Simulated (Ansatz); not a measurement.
# Preparing KMgF3 (Pm-3m) as a host crystal

Before any defect goes in: KMgF3 (Pm-3m) at rest, and how it screens a charge.

Method: plane-wave PAW DFT, PBE; relaxation of the host's cell and atoms, in the first sound run; inputs show where later runs differ, in Ansatz 0.2.0.

### Step 1. Starting point

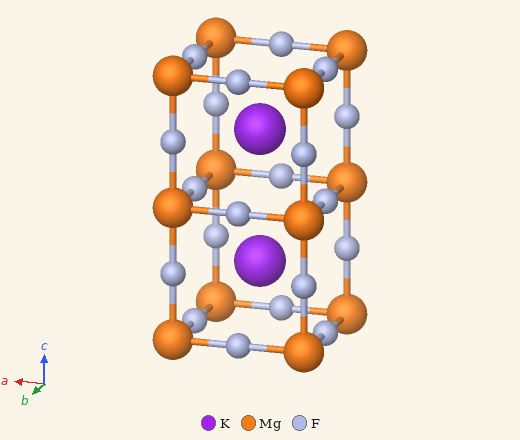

The cell as given, from a free direction (potassium purple, magnesium orange, fluorine light blue). 1×1×2 cells are drawn. Some periodic images of atoms are drawn too.

### Step 2. Host cell relaxation

Cell and atoms are relaxed together, until forces and stress fall under their thresholds.

cell/input.yaml

```yaml
crystal:
  lattice:
    - [3.9784682, 0.0, 0.0]
    - [0.0, 3.9784682, 0.0]
    - [0.0, 0.0, 3.9784682]
  atoms:
    - { symbol: K, position: [0.5, 0.5, 0.5] }
    - { symbol: Mg, position: [0.0, 0.0, 0.0] }
    - { symbol: F, position: [0.0, 0.5, 0.0] }
    - { symbol: F, position: [0.0, 0.0, 0.5] }
    - { symbol: F, position: [0.5, 0.0, 0.0] }
basis:
  ecutwfc: 420
  xc_grid: 2
hamiltonian:
  xc: pbe
kpoints:
  mp_grid: { grid: [7, 7, 7] }
scf:
  occupations: { method: fixed }
  max_iter: 100
relax:
  f_tol: 0.005
  max_steps: 60
  cell: {}
output:
  forces: true
  stress: true
checkpoint:
  write: "../cell.run"
  compress: false
  write_wavefunctions: false
  write_every: 100000
```

The run is started by

```console
ansatz run input.yaml --threads 4 --pin off --max-ram 9420MiB --backend cpu --events-out ev --progress --plain --runs-dir out
```

Numbers of over 12 decimals in the logs are rounded to 6 here.

What it wrote:

```text
[... repeated set-up lines and file paths are left out, and long positions are rounded to six places ...]
Engine: ansatz 0.2.0, aarch64-unknown-linux-gnu
Pseudopotentials: kind: paw
Pseudopotential: K, paw, valence charge 9, recommended cutoff 420 eV (normal), K.paw.azcp
Pseudopotential: Mg, paw, valence charge 10, recommended cutoff 420 eV (normal), Mg.paw.azcp
Pseudopotential: F, paw, valence charge 7, recommended cutoff 420 eV (normal), F.paw.azcp
Functional definition: PBE
  parameter kappa = 0.804
  parameter beta = 0.066725
  exchange = pbe_x(kappa = kappa, mu = beta*pi^2/3)
  correlation = pbe_c(beta = beta)
Crystal: 5 atoms, lattice volume = 62.972 Å³
Basis set: ecut = 420 eV, 1237 PW (Γ), exchange–correlation on 54×54×54 points (8 copies of the dense FFT grid, shifted against one another)
Bands: 25, of which v1, the nominal top of the filled ones, is band 20 counted from 1 (19 counted from 0)
Symmetry: 48 space group operations
Space group: Pm-3m (ITA 221), of the structure as read, at distance tolerance 4.0e-5 Å
k-points: 20 of 343
Non-local potential: K, projectors of the file, l = 0: 3, l = 1: 2, l = 2: 2
Non-local potential: Mg, projectors of the file, l = 0: 3, l = 1: 2, l = 2: 1
Non-local potential: F, projectors of the file, l = 0: 2, l = 1: 2, l = 2: 1
PAW form: soft (Blöchl's): semilocal exchange-correlation on the pseudo side does not see the compensation charge
PAW one-centre angular grid: K, 110 points (default); XC on 64 Gauss nodes
PAW one-centre angular grid: Mg, 110 points (default); XC on 64 Gauss nodes
PAW one-centre angular grid: F, 110 points (default); XC on 64 Gauss nodes
Initial density: superposition of atomic densities (neutral atoms: chi_scale 0, normalization atom), corrected by the library's trained network
Initial wavefunctions: pseudopotential atomic-orbital guess
Functional: x = pbe(κ = 0.804, μ = 0.219515), c = pbe(β = 0.066725)
SCF iter   1: F=—  HF=-5894.690834 eV  |F-HF|=—  |Δ(HF+E_count)|=         —  Δρ=4.87e-4  dr2=3.67e-5  ethr=1.77e-3  ⟨swp⟩=4.5  Hψ=2108  notcnv=0  defer=31
preconditioner: auto → Resta (q_TF=auto, 2.530 Å⁻¹)  ε∞=2.9  [insulator: Δε(μ)=7.404 eV  Ē_g=19.265 eV  n_scr=18 (ndim 8)  ℏωp=26.5 eV  f_vac=0.032  ε∞_Penn≈2.9]
SCF iter   2: F=—  HF=-5894.690559 eV  |F-HF|=—  |Δ(HF+E_count)|=   2.75e-4  Δρ=2.70e-4  dr2=1.40e-5  ethr=9.17e-8  ⟨swp⟩=3.0  Hψ=1331  notcnv=0  defer=56
SCF iter   3: F=—  HF=-5894.690697 eV  |F-HF|=—  |Δ(HF+E_count)|=   1.39e-4  Δρ=1.63e-4  dr2=9.72e-6  ethr=3.50e-8  ⟨swp⟩=2.0  Hψ=912  notcnv=0  defer=36
automatic band count: iteration 3 solves 24 bands in place of 25: the levels show a gap, and the empty bands left out lie too high to hold charge; the band table lists the bands solved (type scf.n_extra_bands for more)
SCF iter   4: F=—  HF=-5894.690695 eV  |F-HF|=—  |Δ(HF+E_count)|=   2.14e-6  Δρ=4.27e-5  dr2=8.03e-7  ethr=2.43e-8  ⟨swp⟩=2.0  Hψ=660  notcnv=0  defer=37
iter 5 did not close the SCF: its close was put off for the readings that it lacked (scf_convergence_deferred on its scf_iter line)
SCF iter   5: F=-5894.690697 eV  HF=-5894.690697 eV  |F-HF|=3.50e-8  |Δ(HF+E_count)|=   1.37e-6  Δρ=1.13e-5  dr2=5.84e-8  ethr=2.01e-9  ⟨swp⟩=2.0  Hψ=780  notcnv=0  defer=37
SCF iter   6: F=-5894.690697 eV  HF=-5894.690697 eV  |F-HF|=2.13e-9  |Δ(HF+E_count)|=   5.50e-8  Δρ=2.86e-6  dr2=3.44e-9  ethr=1.46e-10  ⟨swp⟩=2.6  Hψ=1774  notcnv=0
SCF 1 converged in 6 iterations: F = -5894.690697 eV  dr2 = 3.44e-9
  greatest PAW one-centre occupation: 1.000 electrons in one spin orbital (limit 2), on the Mg atom at site 1 (counted from 0), in its partial waves of l = 0
relax step   1: F+E_penalty+E_count = -5894.69069670 eV  Δ(F+E_penalty+E_count) = +0.000e0 eV  max|allowed force component| = 9.624e-30 eV/Å  Δτ_max = 0.0000 Å  P = +4.250 GPa  Ω = 62.972 Å³  (6 SCF iters, dr2 threshold 1.00e-7 eV, accepted)
[... the SCF cycles and remarks between the steps are left out from here to the last step ...]
relax step   2: F+E_penalty+E_count = -5894.71651884 eV  Δ(F+E_penalty+E_count) = -2.582e-2 eV  max|allowed force component| = 3.342e-29 eV/Å  Δτ_max = 0.0000 Å  P = +2.065 GPa  Ω = 64.550 Å³  energy of the carried Pulay correction = -5.096e-3 eV  (5 SCF iters, dr2 threshold 5.00e-7 eV, accepted)
relax step   3: F+E_penalty+E_count = -5894.72199881 eV  Δ(F+E_penalty+E_count) = -5.480e-3 eV  max|allowed force component| = 2.732e-29 eV/Å  Δτ_max = 0.0000 Å  P = +0.097 GPa  Ω = 66.116 Å³  energy of the carried Pulay correction = -1.003e-2 eV  (5 SCF iters, dr2 threshold 5.00e-7 eV, accepted)
relax step   4: F+E_penalty+E_count = -5894.72177607 eV  Δ(F+E_penalty+E_count) = +2.227e-4 eV  max|allowed force component| = 4.749e-29 eV/Å  Δτ_max = 0.0000 Å  P = +0.002 GPa  Ω = 66.195 Å³  energy of the carried Pulay correction = -1.028e-2 eV  (5 SCF iters, dr2 threshold 2.38e-8 eV, accepted)
relax step   5: F+E_penalty+E_count = -5894.73634687 eV  Δ(F+E_penalty+E_count) = -1.457e-2 eV  max|allowed force component| = 6.148e-29 eV/Å  Δτ_max = 0.0000 Å  P = +0.450 GPa  Ω = 66.195 Å³  stress off target by 4.50e-1 GPa  SCF on the basis re-selected at this cell (its energy is not comparable with the rows above)  (7 SCF iters)
relax step   6: F+E_penalty+E_count = -5894.73573718 eV  Δ(F+E_penalty+E_count) = +6.097e-4 eV  max|allowed force component| = 7.284e-29 eV/Å  Δτ_max = 0.0000 Å  P = +0.054 GPa  Ω = 66.571 Å³  energy of the carried Pulay correction = -1.197e-3 eV  (4 SCF iters, dr2 threshold 5.00e-7 eV, accepted)
relax step   7: F+E_penalty+E_count = -5894.73558398 eV  Δ(F+E_penalty+E_count) = +1.532e-4 eV  max|allowed force component| = 3.839e-29 eV/Å  Δτ_max = 0.0000 Å  P = +0.002 GPa  Ω = 66.620 Å³  energy of the carried Pulay correction = -1.359e-3 eV  (5 SCF iters, dr2 threshold 7.35e-9 eV, accepted)
iter 1 solved again at ethr=2.01e-8 eV; its pass at ethr=3.10e-3 eV (dr2=8.04e-6 eV) is discarded
SCF iter   1: F=—  HF=-5894.736355 eV  |F-HF|=—  |Δ(HF+E_count)|=         —  Δρ=5.72e-5  dr2=3.37e-7  ethr=2.01e-8  ⟨swp⟩=3.6  Hψ=3528  notcnv=0  defer=56
SCF iter   2: F=—  HF=-5894.736913 eV  |F-HF|=—  |Δ(HF+E_count)|=   5.58e-4  Δρ=3.27e-5  dr2=1.09e-7  ethr=8.44e-10  ⟨swp⟩=3.0  Hψ=1020  notcnv=0  defer=32
SCF iter   3: F=—  HF=-5894.736914 eV  |F-HF|=—  |Δ(HF+E_count)|=   8.35e-8  Δρ=1.22e-5  dr2=3.58e-8  ethr=2.72e-10  ⟨swp⟩=2.0  Hψ=880  notcnv=0  defer=32
SCF iter   4: F=—  HF=-5894.736914 eV  |F-HF|=—  |Δ(HF+E_count)|=   1.80e-8  Δρ=3.50e-6  dr2=1.37e-9  ethr=8.96e-11  ⟨swp⟩=2.0  Hψ=660  notcnv=0  defer=32
SCF iter   5: F=—  HF=-5894.736914 eV  |F-HF|=—  |Δ(HF+E_count)|=   2.15e-9  Δρ=9.23e-7  dr2=3.43e-10  ethr=3.42e-12  ⟨swp⟩=2.0  Hψ=880  notcnv=0  defer=32
SCF iter   6: F=-5894.736914 eV  HF=-5894.736914 eV  |F-HF|=2.73e-12  |Δ(HF+E_count)|=  1.08e-10  Δρ=9.80e-8  dr2=5.13e-12  ethr=1.00e-12  ⟨swp⟩=3.0  Hψ=2136  notcnv=0
SCF 8 converged in 6 iterations: F = -5894.736914 eV  dr2 = 5.13e-12
relax step   8: F+E_penalty+E_count = -5894.73691359 eV  Δ(F+E_penalty+E_count) = -1.330e-3 eV  max|allowed force component| = 1.941e-29 eV/Å  Δτ_max = 0.0000 Å  P = +0.019 GPa  Ω = 66.620 Å³  stress off target by 1.86e-2 GPa  SCF on the basis re-selected at this cell (its energy is not comparable with the rows above)  (6 SCF iters)
basis re-selected at this cell: Δ(F+E_penalty+E_count) = -1.330e-3 eV, ΔP = +0.017 GPa vs the last step (what re-selecting the basis moved, of the pressure what is left beyond the Pulay correction that the steps carried, after the strain that the cell walked [...]
SCF converged after 6 iterations
Free energy (F): -5894.736914 eV
Harris-Foulkes:  -5894.736914 eV  (|F-HF|=2.73e-12)
Internal energy: -5894.736914 eV  (E = F + TS)
E sigma→0 (E₀):  -5894.736914 eV
Fermi energy:    2.352496 eV
--- Per-component energies (eV) ---
  E_band       = -519.770760
  E_kinetic    = 954.719506
  E_local      = -3802.921499  (includes V_loc(G=0)·N_el)
  E_nonlocal   = 327.666696
  E_hartree    = 1384.575675
  E_xc         = -406.643167
  E_vxc        = -513.101486  (∫ρ·V_xc dr)
  E_paw        = -1676.126440  (= ΣΔE_a)
  E_vpaw       = -255.291697  (= ΣTr[D̂ρ^β])
  E_aug_tail   = 0.006324  (compensation charges beyond the density's cutoff)
  E_ewald      = -2676.014008
  E_smearing   = -0.000000  (= −TS)
  E_closure    = 0.000000  (closes the sum)
  Σ components = -5894.736914   (vs F -5894.736914, Δ=0.00e0)
--- Forces (eV/Å), atoms counted from 1 ---
  atom   1  K     -0.00000000     0.00000000     0.00000000
  atom   2  Mg     0.00000000    -0.00000000    -0.00000000
  atom   3  F      0.00000000     0.00000000    -0.00000000
  atom   4  F      0.00000000     0.00000000    -0.00000000
  atom   5  F     -0.00000000     0.00000000     0.00000000
  max |Σ_I F_I| component: 2.66e-29 eV/Å
--- Stress (GPa, compression-positive) ---
        0.018595       0.000000      -0.000000
        0.000000       0.018595       0.000000
       -0.000000       0.000000       0.018595
  P = ⅓ Tr σ = 0.0186 GPa (0.186 kbar)
--- Relaxed structure (6 steps of the walk, 6 accepted, 2 SCFs on fresh bases) ---
  F+E_penalty+E_count = -5894.73691359 eV   max|allowed force component| = 1.941e-29 eV/Å   (the final SCF, on the basis selected at the relaxed cell)
  cell:  # Å, volume = 66.6200 Å³
    - [4.053856, 0, 0]
    - [0, 4.053856, 0]
    - [0, 0, 4.053856]
  atoms:
    - { symbol: K, position: [0.500000, 0.500000, 0.500000] }
    - { symbol: Mg, position: [0, 0, 0] }
    - { symbol: F, position: [0, 0.500000, 0] }
    - { symbol: F, position: [0, 0, 0.500000] }
    - { symbol: F, position: [0.500000, 0, 0] }
```

The job ended after 4 s (4 threads of Arm Neoverse V1, shared host; peak memory 0.34 GiB; 14 s of CPU time).

Step by step:

| step | energy less that of the first step (eV) | largest force component (eV/Å) | pressure (GPa) | volume (Å³) |
| --- | --- | --- | --- | --- |
| 1 | 0.0000 | 0.0000 | 4.25 | 62.97 |
| 2 | -0.0258 | 0.0000 | 2.07 | 64.55 |
| 3 | -0.0313 | 0.0000 | 0.10 | 66.12 |
| 4 | -0.0311 | 0.0000 | 0.00 | 66.20 |
| 5 | -0.0457 | 0.0000 | 0.45 | 66.20 |
| 6 | -0.0450 | 0.0000 | 0.05 | 66.57 |
| 7 | -0.0449 | 0.0000 | 0.00 | 66.62 |
| 8* | -0.0462 | 0.0000 | 0.02 | 66.62 |

Relaxation steps marked * repeat the geometry before them on a plane-wave basis chosen anew for their cell, so energy and pressure can jump there. The log counts 2 steps on a newly chosen plane-wave basis, not all of them marked here; energy and pressure can jump at such steps.

Forces are held to the 48 operations that the run works with; a distortion that breaks them can't arise in this run.

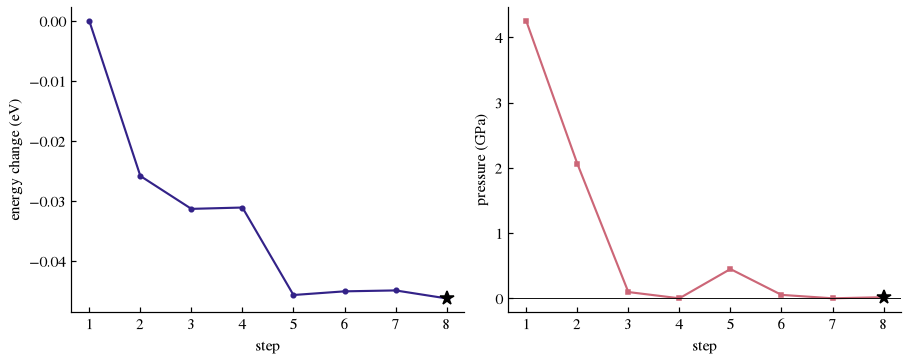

Energy and pressure along the relaxation. Stars mark steps on a basis chosen anew.

| conventional cell, symmetrised | before | after | change |
| --- | --- | --- | --- |
| a (Å) | 3.978 | 4.054 | +1.9 % |
| b (Å) | 3.978 | 4.054 | +1.9 % |
| c (Å) | 3.978 | 4.054 | +1.9 % |
| volume (Å³/atom) | 12.59 | 13.32 | +5.8 % |

Numbers from this step:

```
pressure : 0.01859 GPa
```

The relaxation ends with a pressure of 0.02 GPa.

### Step 3. Dielectric tensors of the host

The response to a uniform electric field gives the electronic dielectric tensor.

This step: plane-wave PAW DFPT, PBEsol; dielectric tensors, Born charges and zone-centre modes of the host (Ansatz 0.2.0).

eps/input.yaml

```yaml
crystal:
  lattice:
    - [4.0538558823, 0.0, 0.0]
    - [0.0, 4.0538558823, 0.0]
    - [0.0, 0.0, 4.0538558823]
  atoms:
    - { symbol: K, position: [0.5, 0.5, 0.5] }
    - { symbol: Mg, position: [0.0, 0.0, 0.0] }
    - { symbol: F, position: [0.0, 0.5, 0.0] }
    - { symbol: F, position: [0.0, 0.0, 0.5] }
    - { symbol: F, position: [0.5, 0.0, 0.0] }
basis:
  ecutwfc: 420
hamiltonian:
  xc: pbesol
kpoints:
  mp_grid: { grid: [6, 6, 6] }
scf:
  occupations: { method: fixed }
  max_iter: 100
phonons:
  method: dfpt
  dielectric: true
  rigid_motions: translations
```

What it wrote:

```text
[...]
Crystal: 5 atoms, lattice volume = 66.620 Å³
Basis set: ecut = 420 eV, 1309 PW (Γ), exchange–correlation on 60×60×60 points (8 copies of the dense FFT grid, shifted against one another)
Bands: 25, of which v1, the nominal top of the filled ones, is band 20 counted from 1 (19 counted from 0)
Symmetry: 48 space group operations
k-points: 80 of 216 (irreducible under 2 space group operations, time reversal used)
[...]
SCF iter   1: F=—  HF=-5837.486258 eV  |F-HF|=—  |Δ(HF+E_count)|=         —  Δρ=1.33e-2  dr2=7.36e-2  ethr=1.77e-3  ⟨swp⟩=4.4  Hψ=8406  notcnv=0  defer=149
[...]
SCF iter   8: F=-5837.463191 eV  HF=-5837.463191 eV  |F-HF|=1.55e-11  |Δ(HF+E_count)|=  5.06e-10  Δρ=1.40e-7  dr2=5.94e-12  ethr=1.00e-12  ⟨swp⟩=11.4  Hψ=13118  notcnv=0
SCF 1 converged in 8 iterations: F = -5837.463191 eV  dr2 = 5.94e-12
[...]
DFPT response loops at Γ: preconditioner auto → none (the input reference at scf.mixing.eps_inf says where Resta's filter doesn't serve); β = 0.50; Broyden in place of MSR1
SCF converged after 8 iterations
Free energy (F): -5837.463191 eV
[...]
Internal energy: -5837.463191 eV  (E = F + TS)
E sigma→0 (E₀):  -5837.463191 eV
Fermi energy:    2.279952 eV
[...]
--- Band table (eV; the first three rows and the last of 80) ---
[...]
[... further k-points left out ...]
--- Phonons (Γ-DFPT): 4 representative perturbations + reference, on 80 of 216 k-points (Σ response iterations 13) ---
  k mesh reduced under 2 symmetry operations, with k and −k counted as one. Each operation leaves every solved perturbation unchanged. A smaller set is not considered because the run solves the response to a homogeneous field
  ASR residual: 2.772e-4 → 0.000e0 eV/Å²; symmetrization residual: 1.885e-6 eV/Å²
  ASR residual per site (eV/Å²): 2.68e-5 2.77e-4 1.44e-4 1.44e-4 1.44e-4
  Γ frequencies (cm⁻¹): 0.00 0.00 0.00 124.25 124.25 124.25 173.73 173.73 173.73 277.72 277.72 277.72 409.41 409.41 409.41
  ε∞ (high-frequency dielectric tensor):
        2.096607    -0.000000     0.000000
        0.000000     2.096607     0.000000
        0.000000     0.000000     2.096607
  ε⁰ (static dielectric tensor: ions relaxed, cell fixed):
        8.175523    -0.000000     0.000000
       -0.000000     8.175523     0.000000
        0.000000     0.000000     8.175523
  ε⁰ − ε∞ (ionic part):
        6.078916    -0.000000     0.000000
       -0.000000     6.078916     0.000000
        0.000000     0.000000     6.078916
  softest optical mode at Γ: 124.25 cm⁻¹; the repairs (sum rule, projections) moved no ω² at Γ by more than (1.87 cm⁻¹)²
  Born effective charges Z* (e; rows j = field, columns β = displacement):
    site 0:
         1.18574    0.00000   -0.00000
         0.00000    1.18574    0.00000
         0.00000   -0.00000    1.18574
    site 1:
         2.01716   -0.00000    0.00000
        -0.00000    2.01716    0.00000
         0.00000   -0.00000    2.01716
    site 2:
        -0.95295   -0.00000    0.00000
         0.00000   -1.29699    0.00000
         0.00000    0.00000   -0.95295
    site 3:
        -0.95295    0.00000    0.00000
        -0.00000   -0.95295    0.00000
         0.00000    0.00000   -1.29699
    site 4:
        -1.29699   -0.00000    0.00000
        -0.00000   -0.95295    0.00000
         0.00000   -0.00000   -0.95295
  Z* charge neutrality: 1.468e-6 e pre-enforcement
  k-mesh period / interband length: 24.3 Å / 0.87 Å = 27.84 at k = (0.0000, 0.0000, 0.0000), direct gap 7.106 eV — 14 or more, which is no proof of convergence
  optical modes at Γ without the LO–TO term, one row a degenerate level:
      ω (cm⁻¹)  modes    IR ((D/Å)²/amu)
        124.25      3             5.8076
        173.73      3             0.0000
        277.72      3             9.7250
        409.41      3            11.2882
  optical modes at Γ + LO–TO along q̂ = [1.0000, 0.0000, 0.0000]:
      ω (cm⁻¹)  modes    IR ((D/Å)²/amu)
        124.25      2             3.8717
        166.41      1             0.2977
        173.73      3             0.0000
        277.72      2             6.4834
        327.77      1             0.8940
        409.41      2             7.5255
        511.44      1             7.7486
  optical modes at Γ + LO–TO along q̂ = [0.0000, 1.0000, 0.0000]:
      ω (cm⁻¹)  modes    IR ((D/Å)²/amu)
        124.25      2             3.8717
        166.41      1             0.2977
        173.73      3             0.0000
        277.72      2             6.4834
        327.77      1             0.8940
        409.41      2             7.5255
        511.44      1             7.7486
  optical modes at Γ + LO–TO along q̂ = [0.0000, 0.0000, 1.0000]:
      ω (cm⁻¹)  modes    IR ((D/Å)²/amu)
        124.25      2             3.8717
        166.41      1             0.2977
        173.73      3             0.0000
        277.72      2             6.4834
        327.77      1             0.8940
        409.41      2             7.5255
        511.44      1             7.7486
```

Elapsed: 25 s, on 4 threads; peak memory 0.78 GiB; 94 s of CPU time.

The column dr2 measures how far the density is from self-consistency, as an energy; F and HF (Harris–Foulkes) agree once it is small.

Electronic dielectric tensor:

```
2.10 0.00 0.00
0.00 2.10 0.00
0.00 0.00 2.10
```

Static dielectric tensor:

```
8.18 0.00 0.00
0.00 8.18 0.00
0.00 0.00 8.18
```

The electronic dielectric tensor is isotropic, 2.10. The static dielectric tensor is isotropic, 8.18.

[end of part 1 of 3]

[Logs are printed without paths, hosts, clocks, repeated set-up lines and the standing remarks that a program may print on its own settings, such as how far it seeks lower states.]

[Hosts, paths, dates, database ids (printed as entryN), source tags and the programs' standing remarks are cut or masked in the printed files.]

[Runs of the host that timed out are not shown.]

[For some hosts the program warned that the k-mesh of the response run may be too coarse for force constants and the static dielectric constant; such warnings are not always shown.]
